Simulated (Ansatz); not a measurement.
System: SnSe.

The calculation's input:

```
crystal:
  lattice:
    - [0.0, 3.3915689676, 3.3915689676]
    - [3.3915689676, 0.0, 3.3915689676]
    - [3.3915689676, 3.3915689676, 0.0]
  atoms:
    - { symbol: Sn, position: [0.0, 0.0, 0.0] }
    - { symbol: Se, position: [0.25, 0.25, 0.25] }
kpoints:
  mp_grid: { grid: [6, 6, 6] }
  band_path:
    path:
      - [0.0, 0.0, 0.0]
      - [-0.5, -0.5, 0.0]
      - [-0.375, -0.375, 0.25]
      - [-0.375, 0.0, 0.375]
      - [0.0, 0.0, 0.5]
      - [-0.5, -0.25, 0.25]
      - [0.25, -0.5, -0.25]
      - [0.0, 0.5, 0.5]
    npoints: 1
hamiltonian:
  xc: pbe
scf:
  occupations: { method: fermi_dirac, width: 0.02 }
  n_extra_bands: 4
output:
  forces: true
  stress: true
  eigenvalues: true
  write_density: true
  write_potential: true
  elf: true
  volumetric_format: npy
```

Run with:

```sh
ansatz run input.yaml --threads 4 --pin off --max-ram 3686MiB --backend cpu --events-out ev --progress --plain --runs-dir out
```

Below, planes, directions and counts refer to the conventional cell (a = 6.78 Å, b = 6.78 Å, c = 6.78 Å, α = 90.00°, β = 90.00°, γ = 90.00°).

Space group F-43m; started from the zincblende prototype, which need not be the ambient phase; changed on purpose from its base cell (hydrostatic strain +0.8%).

The calculation used DFT, PBE, plane waves, PAW in Ansatz.

> What will maps of the valence pseudo-density and electron localisation function show?

Sn–Se (2.94 Å): ρ at the midpoint is about 0.26 e/Å³; the ELF is about 0.45 at the midpoint and 0.30 at its lowest between the atoms.

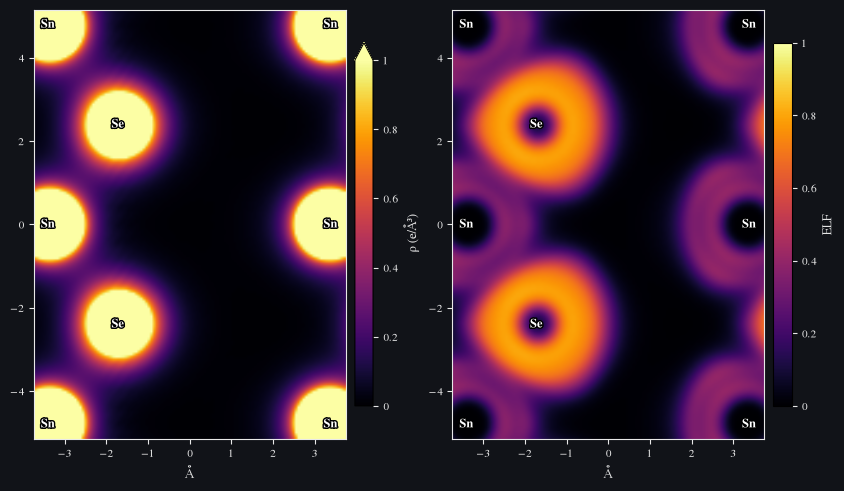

Computed valence pseudo-density and electron localisation function on the (110) plane of the conventional cell, in this order. 

In a PAW calculation such maps are meaningful between the atoms, not at the nuclei.
